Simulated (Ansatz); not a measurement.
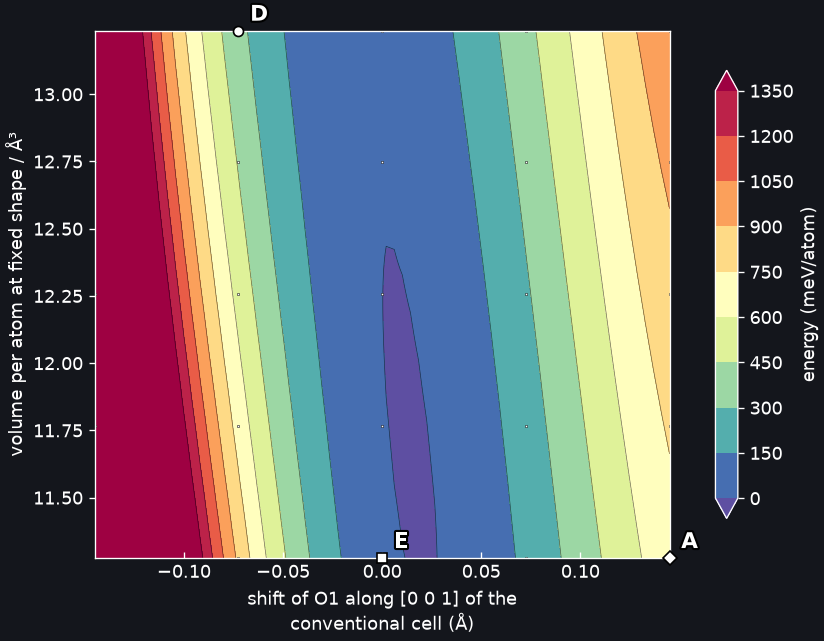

O (Fmmm, No. 69; 2 atoms in the cell). The energy is mapped over a free internal coordinate and the cell. Coordinates scanned: (1) shift of O1 along [0 0 1] of the conventional cell, Cartesian (0 0 1), its symmetry partners moved as symmetry demands (measured in the relaxed cell); (2) volume per atom at fixed shape. Nothing is relaxed (all other coordinates fixed). The grid has 5 × 5 points. Points are written as (first, second). All energies are given in meV/atom relative to the lowest grid point. The runs have no spin polarisation; a magnetic state may lie lower. Computed with Ansatz, DFT PBEsol, scalar-relativistic, plane waves, PAW. Settings: cutoff 520 eV, k-mesh 20×20×20, gaussian smearing 0.15 eV, no spin polarisation.

Drawn: filled contours, dots at the grid points, one colour for all values above the top of the scale, lettered points. Between grid points the surface is interpolated.

### Rank the lettered points by energy, lowest first.

E (29 meV/atom), D (347 meV/atom), A (690 meV/atom).
